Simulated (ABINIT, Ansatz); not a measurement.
## A GW chain in ABINIT: CaO (Lime)

Wanted: ground state, empty states, screening and self-energy for CaO (Lime).

Method: PBE and many-body steps on it, plane waves, in ABINIT 10.8.3.

### 1. Starting point

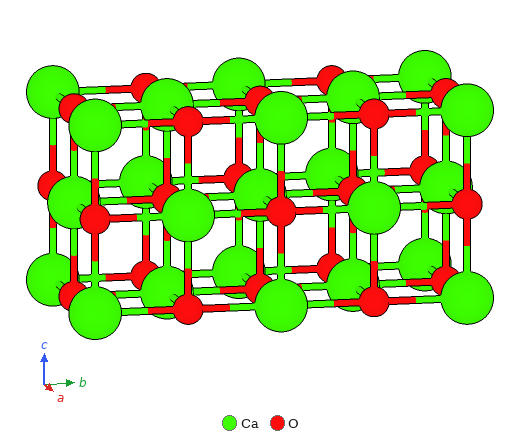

The cell as given, slightly off an axis (calcium green, oxygen red). 1×2×1 cells are drawn. This picture shows the conventional cell, with its axes. Some periodic images of atoms are drawn too.

The cell and positions come from the Crystallography Open Database and are kept as given unless a step says otherwise.

### 2. Ground state

This step: ABINIT 10.8.3; DFT, PBE, plane waves, norm-conserving pseudopotentials.

The ground-state density comes first.

Contents of run.abi:

```
acell 3*1.0 Angstrom
rprim 
  -0.000000000000 2.406500000000 2.406500000000
  2.406500000000 -0.000000000000 2.406500000000
  2.406500000000 2.406500000000 -0.000000000000
ntypat 2
znucl 20 8
natom 2
typat 1 2
xred 
  0.000000000000 0.000000000000 0.000000000000
  0.500000000000 0.500000000000 0.500000000000
pp_dirpath "pseudos"
pseudos "Ca.upf, O.upf"
ecut 36
ngkpt 8 8 8
nshiftk 1
shiftk 0 0 0
kptopt 1
chksymbreak 0
nband 13
occopt 1
tolvrs 1e-10
nstep 60
prtwf 0
optforces 0
optstress 0
indata_prefix "in"
outdata_prefix "out"
tmpdata_prefix "tmp"
```

Command:

```console
> OMP_NUM_THREADS=1 mpirun -n 8 abinit run.abi > log
```

Numbers of over 12 decimals in the logs are rounded to 6 here.

What it wrote:

```text
.Version 10.8.3 of ABINIT. v10.8.2 released Aug 2026.

 Symmetries : space group Fm -3 m (#225); Bravais cF (face-center cubic)
================================================================================
 Values of the parameters that define the memory need of the present run
     intxc =       0    ionmov =       0      iscf =       7    lmnmax =       6
     lnmax =       6     mgfft =      36  mpssoang =       3    mqgrid =    3001
     natom =       2  nloc_mem =       1    nspden =       1   nspinor =       1
    nsppol =       1      nsym =      48    n1xccc =    2501    ntypat =       2
    occopt =       1   xclevel =       2
-    mband =          13        mffmem =           1         mkmem =           4
       mpw =        1964          nfft =       46656          nkpt =          29
================================================================================
  Rough estimation (10% accuracy) of disk space for files :
================================================================================

--------------------------------------------------------------------------------
------------- Echo of variables that govern the present computation ------------
--------------------------------------------------------------------------------
 -outvars: echo values of preprocessed input variables --------
            acell      1.8897261259E+00  1.8897261259E+00  1.8897261259E+00 Bohr

      chksymbreak           0
             ecut      3.60000000E+01 Hartree
-          fftalg         312

              ixc     -101130
              kpt      0.00000000E+00  0.00000000E+00  0.00000000E+00
                       1.25000000E-01  0.00000000E+00  0.00000000E+00
                       2.50000000E-01  0.00000000E+00  0.00000000E+00
                       3.75000000E-01  0.00000000E+00  0.00000000E+00
                       5.00000000E-01  0.00000000E+00  0.00000000E+00
                       1.25000000E-01  1.25000000E-01  0.00000000E+00
                       2.50000000E-01  1.25000000E-01  0.00000000E+00
                       3.75000000E-01  1.25000000E-01  0.00000000E+00
                       5.00000000E-01  1.25000000E-01  0.00000000E+00
   [... 18 further rows ...]
                      -3.75000000E-01  5.00000000E-01  1.25000000E-01
                      -2.50000000E-01  5.00000000E-01  2.50000000E-01
         kptrlatt        8    0    0      0    8    0      0    0    8
          kptrlen      5.14505140E+01
P           mkmem           4
            natom           2
            nband          13
            ngfft          36      36      36
             nkpt          29
            nstep          60
             nsym          48
           ntypat           2
              occ      2.000000  2.000000  2.000000  2.000000  2.000000  2.000000
                       2.000000  2.000000  0.000000  0.000000  0.000000  0.000000
                       0.000000
        optforces           0
        optstress           0
            prtwf           0
            rprim     -0.0000000000E+00  2.4065000000E+00  2.4065000000E+00
[...]
spgroup         225

           tolvrs      1.00000000E-10

             xred      0.0000000000E+00  0.0000000000E+00  0.0000000000E+00
[...]
znucl       20.00000    8.00000

================================================================================

 chkinp: Checking input parameters for consistency.

================================================================================
== DATASET  1 ==================================================================
-   mpi_nproc: 8, omp_nthreads: 1 (-1 if OMP is not activated)

--- !DatasetInfo
iteration_state: {dtset: 1, }
dimensions: {natom: 2, nkpt: 29, mband: 13, nsppol: 1, nspinor: 1, nspden: 1, mpw: 1964, }
cutoff_energies: {ecut:  36.0, pawecutdg:  -1.0, }
electrons: {nelect:   1.60000000E+01, charge:   0.00000000E+00, occopt:   1.00000000E+00, tsmear:   1.00000000E-02, }

 Real(R)+Recip(G) space primitive vectors, cartesian coordinates (Bohr,Bohr^-1):
 R(1)=  0.0000000  4.5476259  4.5476259  G(1)= -0.1099475  0.1099475  0.1099475
 R(2)=  4.5476259  0.0000000  4.5476259  G(2)=  0.1099475 -0.1099475  0.1099475
 R(3)=  4.5476259  4.5476259  0.0000000  G(3)=  0.1099475  0.1099475 -0.1099475
 Unit cell volume ucvol=  1.8809801E+02 bohr^3
 Angles (23,13,12)=  6.00000000E+01  6.00000000E+01  6.00000000E+01 degrees

 getcut: wavevector=  0.0000  0.0000  0.0000  ngfft=  36  36  36
         ecut(hartree)=     36.000   => boxcut(ratio)=   2.07246

--- Pseudopotential description ------------------------------------------------
- Ca Generated using ONCVPSP code by D. R. Hamann
- 20.00000  10.00000  171031                  znucl, zion, pspdat
12 -101130 2 -1 1766                          pspcod,pspxc,lmax,lloc,mmax
     nproj     2     2     2
  pspatm : epsatm=   12.33471919
         --- l  ekb(1:nproj) -->
[...]
pspatm: atomic psp has been read  and splines computed

- O Generated using ONCVPSP code by D. R. Hamann
-  8.00000   6.00000  171031                  znucl, zion, pspdat
12 -101130 2 -1 936                           pspcod,pspxc,lmax,lloc,mmax
     nproj     2     2     1
  pspatm : epsatm=    6.19545534
         --- l  ekb(1:nproj) -->
[...]
1   -4.717130   -1.149271
             2   -1.331955
 pspatm: atomic psp has been read  and splines computed

   2.96482793E+02                                ecore*ucvol(ha*bohr**3)
--------------------------------------------------------------------------------

_setup2: Arith. and geom. avg. npw (full set) are    1940.436    1940.412

================================================================================

--- !BeginCycle
iteration_state: {dtset: 1, }
solver: {iscf: 7, nstep: 60, nline: 4, wfoptalg: 0, }
tolerances: {tolvrs: 1.00E-10, }

     iter   Etot(hartree)      deltaE(h)  residm     vres2
 ETOT  1  -55.233271494428    -5.523E+01 1.514E-01 5.754E+02
 ETOT  2  -55.004690637663     2.286E-01 5.139E-02 1.430E+03
 ETOT  3  -55.380443762184    -3.758E-01 1.474E-02 2.430E+01
 ETOT  4  -55.386725259412    -6.281E-03 4.894E-03 1.142E+00
 ETOT  5  -55.386742926157    -1.767E-05 3.231E-03 6.128E-01
 ETOT  6  -55.386904093586    -1.612E-04 1.541E-03 1.632E-02
 ETOT  7  -55.386908013823    -3.920E-06 1.937E-03 2.791E-04
 ETOT  8  -55.386908058106    -4.428E-08 1.246E-03 3.790E-06
 ETOT  9  -55.386908058756    -6.503E-10 2.295E-03 1.125E-06
 ETOT 10  -55.386908059092    -3.360E-10 1.205E-03 1.054E-09
 ETOT 11  -55.386908059093    -7.390E-13 1.935E-03 9.254E-11

 At SCF step   11       vres2   =  9.25E-11 < tolvrs=  1.00E-10 =>converged.

--- !ResultsGS
iteration_state: {dtset: 1, }
comment   : Summary of ground state results
lattice_vectors:
- [ -0.0000000,   4.5476259,   4.5476259, ]
- [  4.5476259,  -0.0000000,   4.5476259, ]
- [  4.5476259,   4.5476259,  -0.0000000, ]
lattice_lengths: [   6.43131,    6.43131,    6.43131, ]
lattice_angles: [ 60.000,  60.000,  60.000, ] # degrees, (23, 13, 12)
lattice_volume:   1.8809801E+02
convergence: {deltae: -7.390E-13, res2:  9.254E-11, residm:  1.935E-03, diffor:  0.000E+00, }
etotal    :  -5.53869081E+01
entropy   :   0.00000000E+00
fermie    :   1.86115127E-01
cartesian_stress_tensor: null
pressure_GPa: null
xred      :
- [  0.0000E+00,   0.0000E+00,   0.0000E+00, Ca]
- [  5.0000E-01,   5.0000E-01,   5.0000E-01,  O]
cartesian_forces: null
force_length_stats: {min: null, max: null, mean: null, }

 Integrated electronic density in atomic spheres:
 ------------------------------------------------
 Atom  Sphere_radius  Integrated_density
    1        2.00000          7.65233652
    2        2.00000          6.16580487
================================================================================

 ----iterations are completed or convergence reached----

 Mean square residual over all n,k,spin=   67.419E-07; max=  19.352E-04
 reduced coordinates (array xred) for    2 atoms
       0.000000000000      0.000000000000      0.000000000000
       0.500000000000      0.500000000000      0.500000000000
 rms dE/dt=  0.0000E+00; max dE/dt=  0.0000E+00; dE/dt below (all hartree)
    1       0.000000000000      0.000000000000      0.000000000000
    2       0.000000000000      0.000000000000      0.000000000000

 cartesian coordinates (angstrom) at end:
    1      0.000000     0.000000     0.000000
    2      2.406500     2.406500     2.406500
 length scales=  1.889726125908  1.889726125908  1.889726125908 bohr
              =  1.000000000000  1.000000000000  1.000000000000 angstroms
 prteigrs : about to open file out_EIG
 Fermi (or HOMO) energy (hartree) =   0.18612   Average Vxc (hartree)=  -0.38719
 Eigenvalues (hartree) for nkpt=  29  k points:
 kpt#   1, nband= 13, wtk=  0.00195, kpt=  0.0000  0.0000  0.0000 (reduced coord)
  -1.19837   -0.49133   -0.49133   -0.49133   -0.38219    0.18612    0.18612    0.18612
   0.35937    0.41497    0.41497    0.41497    0.46974
 prteigrs : prtvol=0 or 1, do not print more k-points.

--- !EnergyTerms
iteration_state     : {dtset: 1, }
comment             : Components of total free energy in Hartree
kinetic             :  2.44522709864429E+01
hartree             :  1.03702406318974E+01
xc                  : -1.16201536039229E+01
Ewald energy        : -4.14671963569245E+01
psp_core            :  1.57621442198582E+00
local_psp           : -3.94509884660682E+01
non_local_psp       :  7.52704327496218E-01
total_energy        : -5.53869080590932E+01
total_energy_eV     : -1.50715454816662E+03
band_energy         : -5.25791741599969E+00

== END DATASET(S) ==============================================================
================================================================================

 -outvars: echo values of variables after computation  --------
           etotal     -5.5386908059E+01
            nband          13
             nkpt          29
          spgroup         225
 [... the other variables as echoed above ...]

 Calculation completed.
```

The job ended after 5.2 s (8 MPI ranks of Arm Neoverse V2, shared host; peak memory 0.52 GiB; 41 s of CPU time).

Numbers from this step:

```
total energy               : -1507.1545 eV
gap                        : 3.662 eV
k of the valence top       : 0, 0, 0
k of the conduction bottom : 0.5, 0.5, 0
least direct gap           : 4.037 eV
```

The gap is indirect, with the least direct gap 0.37 eV higher.

### 3. Bands along the symmetry lines

The cheap functional maps the bands first; the places of the edges decide which points the dearer methods must see.

Contents of run.abi:

```
acell 3*1.0 Angstrom
rprim 
  -0.000000000000 2.406500000000 2.406500000000
  2.406500000000 -0.000000000000 2.406500000000
  2.406500000000 2.406500000000 -0.000000000000
ntypat 2
znucl 20 8
natom 2
typat 1 2
xred 
  0.000000000000 0.000000000000 0.000000000000
  0.500000000000 0.500000000000 0.500000000000
pp_dirpath "pseudos"
pseudos "Ca.upf, O.upf"
ecut 36
iscf -2
irdden 1
kptopt 0
nkpt 50
kpt 
  0.00000000 0.00000000 0.00000000
  0.06250000 0.00000000 0.06250000
  0.12500000 0.00000000 0.12500000
  0.18750000 0.00000000 0.18750000
  0.25000000 0.00000000 0.25000000
  0.31250000 0.00000000 0.31250000
  0.37500000 0.00000000 0.37500000
  0.43750000 0.00000000 0.43750000
  0.50000000 0.00000000 0.50000000
  0.51562500 0.03125000 0.51562500
  0.53125000 0.06250000 0.53125000
  0.54687500 0.09375000 0.54687500
  0.56250000 0.12500000 0.56250000
  0.57812500 0.15625000 0.57812500
  0.59375000 0.18750000 0.59375000
  0.60937500 0.21875000 0.60937500
  0.62500000 0.25000000 0.62500000
  0.37500000 0.37500000 0.75000000
  0.32812500 0.32812500 0.65625000
  0.28125000 0.28125000 0.56250000
  0.23437500 0.23437500 0.46875000
  0.18750000 0.18750000 0.37500000
  0.14062500 0.14062500 0.28125000
  0.09375000 0.09375000 0.18750000
  0.04687500 0.04687500 0.09375000
  0.00000000 0.00000000 0.00000000
  0.06250000 0.06250000 0.06250000
  0.12500000 0.12500000 0.12500000
  0.18750000 0.18750000 0.18750000
  0.25000000 0.25000000 0.25000000
  0.31250000 0.31250000 0.31250000
  0.37500000 0.37500000 0.37500000
  0.43750000 0.43750000 0.43750000
  0.50000000 0.50000000 0.50000000
  0.50000000 0.46875000 0.53125000
  0.50000000 0.43750000 0.56250000
  0.50000000 0.40625000 0.59375000
  0.50000000 0.37500000 0.62500000
  0.50000000 0.34375000 0.65625000
  0.50000000 0.31250000 0.68750000
  0.50000000 0.28125000 0.71875000
  0.50000000 0.25000000 0.75000000
  0.50000000 0.21875000 0.71875000
  0.50000000 0.18750000 0.68750000
  0.50000000 0.15625000 0.65625000
  0.50000000 0.12500000 0.62500000
  0.50000000 0.09375000 0.59375000
  0.50000000 0.06250000 0.56250000
  0.50000000 0.03125000 0.53125000
  0.50000000 0.00000000 0.50000000
istwfk *1
nband 15
nbdbuf 2
tolwfr 1e-08
nstep 40
prtwf 0
prtvol 0
indata_prefix "in"
outdata_prefix "out"
tmpdata_prefix "tmp"
```

What it wrote:

```text
.Version 10.8.3 of ABINIT. v10.8.2 released Aug 2026.

 Symmetries : space group Fm -3 m (#225); Bravais cF (face-center cubic)
[... echo of the input left out ...]
== DATASET  1 ==================================================================
-   mpi_nproc: 8, omp_nthreads: 1 (-1 if OMP is not activated)

--- !DatasetInfo
iteration_state: {dtset: 1, }
dimensions: {natom: 2, nkpt: 50, mband: 15, nsppol: 1, nspinor: 1, nspden: 1, mpw: 1964, }
cutoff_energies: {ecut:  36.0, pawecutdg:  -1.0, }
electrons: {nelect:   1.60000000E+01, charge:   0.00000000E+00, occopt:   1.00000000E+00, tsmear:   1.00000000E-02, }

 Real(R)+Recip(G) space primitive vectors, cartesian coordinates (Bohr,Bohr^-1):
 R(1)=  0.0000000  4.5476259  4.5476259  G(1)= -0.1099475  0.1099475  0.1099475
 R(2)=  4.5476259  0.0000000  4.5476259  G(2)=  0.1099475 -0.1099475  0.1099475
 R(3)=  4.5476259  4.5476259  0.0000000  G(3)=  0.1099475  0.1099475 -0.1099475
 Unit cell volume ucvol=  1.8809801E+02 bohr^3
 Angles (23,13,12)=  6.00000000E+01  6.00000000E+01  6.00000000E+01 degrees

 getcut: wavevector=  0.0000  0.0000  0.0000  ngfft=  36  36  36
         ecut(hartree)=     36.000   => boxcut(ratio)=   2.07246

--- Pseudopotential description ------------------------------------------------
- Ca Generated using ONCVPSP code by D. R. Hamann
- 20.00000  10.00000  171031                  znucl, zion, pspdat
12 -101130 2 -1 1766                          pspcod,pspxc,lmax,lloc,mmax
     nproj     2     2     2
  pspatm : epsatm=   12.33471919
         --- l  ekb(1:nproj) -->
             0   10.063789    0.972391
             1    3.049878    0.471799
             2   -3.406671   -1.078890
 pspatm: atomic psp has been read  and splines computed

- O Generated using ONCVPSP code by D. R. Hamann
-  8.00000   6.00000  171031                  znucl, zion, pspdat
12 -101130 2 -1 936                           pspcod,pspxc,lmax,lloc,mmax
     nproj     2     2     1
  pspatm : epsatm=    6.19545534
         --- l  ekb(1:nproj) -->
[...]
2   -1.331955
 pspatm: atomic psp has been read  and splines computed

--------------------------------------------------------------------------------

================================================================================
 prteigrs : about to open file out_EIG
 Non-SCF case, kpt    1 (  0.00000  0.00000  0.00000), residuals and eigenvalues=
  1.62E-09  1.56E-09  5.40E-09  5.32E-09  1.82E-09  2.53E-09  3.79E-09  5.35E-09
  1.18E-09  3.88E-09  7.88E-09  5.10E-09  6.00E-09  7.83E-09  7.63E-09
 -1.1984E+00 -4.9133E-01 -4.9133E-01 -4.9133E-01 -3.8219E-01  1.8612E-01
  1.8612E-01  1.8612E-01  3.5937E-01  4.1497E-01  4.1497E-01  4.1497E-01
[...]
Non-SCF case, kpt    2 (  0.06250  0.00000  0.06250), residuals and eigenvalues=
  2.66E-09  4.09E-09  2.02E-09  5.11E-09  6.28E-09  2.51E-09  3.47E-09  6.62E-09
[...]
3.83E-09  5.53E-09  1.77E-09  3.07E-09  2.90E-09  2.90E-09  3.36E-09  3.11E-09
  1.40E-09  2.87E-09  7.71E-09  1.66E-09  3.06E-09  7.58E-09  4.54E-08
[...]
Non-SCF case, kpt   49 (  0.50000  0.03125  0.53125), residuals and eigenvalues=
[...]
Non-SCF case, kpt   50 (  0.50000  0.00000  0.50000), residuals and eigenvalues=
[...]
-1.1936E+00 -5.1294E-01 -4.9951E-01 -4.9951E-01 -3.7352E-01  1.3836E-01
  1.7235E-01  1.7235E-01  3.2070E-01  4.8094E-01  5.1203E-01  5.3511E-01
[...]
--- !ResultsGS
iteration_state: {dtset: 1, }
comment   : Summary of ground state results
lattice_vectors:
- [ -0.0000000,   4.5476259,   4.5476259, ]
- [  4.5476259,  -0.0000000,   4.5476259, ]
- [  4.5476259,   4.5476259,  -0.0000000, ]
lattice_lengths: [   6.43131,    6.43131,    6.43131, ]
lattice_angles: [ 60.000,  60.000,  60.000, ] # degrees, (23, 13, 12)
lattice_volume:   1.8809801E+02
convergence: {deltae:  0.000E+00, res2:  0.000E+00, residm:  9.931E-09, diffor:  0.000E+00, }
etotal    :  -5.53869081E+01
entropy   :   0.00000000E+00
fermie    :   1.86115127E-01
cartesian_stress_tensor: null
pressure_GPa: null
xred      :
- [  0.0000E+00,   0.0000E+00,   0.0000E+00, Ca]
- [  5.0000E-01,   5.0000E-01,   5.0000E-01,  O]
cartesian_forces: null
force_length_stats: {min: null, max: null, mean: null, }

 Integrated electronic density in atomic spheres:
 ------------------------------------------------
 Atom  Sphere_radius  Integrated_density
[...]
================================================================================

 ----iterations are completed or convergence reached----

 Mean square residual over all n,k,spin=   47.443E-10; max=  99.313E-10
 reduced coordinates (array xred) for    2 atoms
       0.000000000000      0.000000000000      0.000000000000
       0.500000000000      0.500000000000      0.500000000000

 cartesian coordinates (angstrom) at end:
    1      0.000000     0.000000     0.000000
    2      2.406500     2.406500     2.406500
 length scales=  1.889726125908  1.889726125908  1.889726125908 bohr
              =  1.000000000000  1.000000000000  1.000000000000 angstroms
 prteigrs : about to open file out_EIG
 Eigenvalues (hartree) for nkpt=  50  k points:
 kpt#   1, nband= 15, wtk=  1.00000, kpt=  0.0000  0.0000  0.0000 (reduced coord)
[...]
kpt#   2, nband= 15, wtk=  1.00000, kpt=  0.0625  0.0000  0.0625 (reduced coord)
[...]
kpt#   3, nband= 15, wtk=  1.00000, kpt=  0.1250  0.0000  0.1250 (reduced coord)
[...]
kpt#  49, nband= 15, wtk=  1.00000, kpt=  0.5000  0.0313  0.5313 (reduced coord)
  -1.19360   -0.51282   -0.49980   -0.49964   -0.37299    0.13846    0.17099    0.17154
   0.32280    0.48187    0.51324    0.53097    0.53512    0.60227    0.67945
 kpt#  50, nband= 15, wtk=  1.00000, kpt=  0.5000  0.0000  0.5000 (reduced coord)
  -1.19360   -0.51294   -0.49951   -0.49951   -0.37352    0.13836    0.17235    0.17235
   0.32070    0.48094    0.51203    0.53511    0.53511    0.59844    0.67927

== END DATASET(S) ==============================================================
================================================================================

 -outvars: echo values of variables after computation  --------
            nband          15
             nkpt          50
          spgroup         225
 [... the other variables as echoed above ...]

 Calculation completed.
```

Wall time 5.3 s (8 MPI ranks); peak memory 0.47 GiB.

This step gave:

| Property | Result |
| --- | --- |
| gap | 3.662 eV |
| k of the valence top | 0, 0, 0 |
| k of the conduction bottom | 0.5, 0, 0.5 |
| least direct gap | 4.037 eV |

The gap is 3.662 eV, as in the run before at this level.

The electronic bands at the labelled points (eV, zero at the top of the highest filled band; v1 is the highest filled band, c1 the lowest empty one):

```tsv
point	v4	v3	v2	v1	c1	c2	c3	c4
Γ	-15.46	0.00	0.00	0.00	4.71	6.23	6.23	6.23
X	-15.23	-1.30	-0.37	-0.37	3.66	8.02	8.87	9.50
U	-14.87	-1.32	-1.20	-0.77	5.14	7.97	8.54	9.02
jump to K	-14.87	-1.32	-1.20	-0.77	5.14	7.97	8.54	9.02
Γ	-15.46	0.00	0.00	0.00	4.71	6.23	6.23	6.23
L	-14.30	-2.61	-1.18	-1.18	7.03	8.33	8.33	8.49
W	-14.86	-1.27	-1.05	-1.05	6.31	6.31	8.36	9.50
X	-15.23	-1.30	-0.37	-0.37	3.66	8.02	8.87	9.50
```

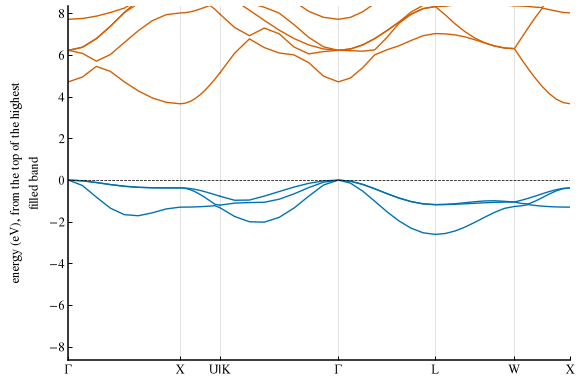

Electronic bands along the path; lines of filled and empty bands in two colours.

[end of part 1 of 2]

[Paths, hosts, dates, memory and timing lines, banners, echoed tables and standing remarks are left out of the program output.]

[Logs are printed without paths, hosts, clocks, repeated set-up lines and the standing remarks that a program may print on its own settings, such as how far it seeks lower states.]

[Runs of the session that timed out or met a known fault of the program may be left out.]

[Hosts, paths, dates, database ids (printed as entryN), source tags and the programs' standing remarks are cut or masked in the printed files.]

[G0W0 gaps are taken among the corrected bands and points alone; a level outside them can change the order at an edge.]

[Where Ansatz stands beside ABINIT at settings called matched, ABINIT's density can come from a denser mesh and the files from another edition; pairs whose starting gaps differed by over 0.03 eV were left out, so agreement reads better than it is.]
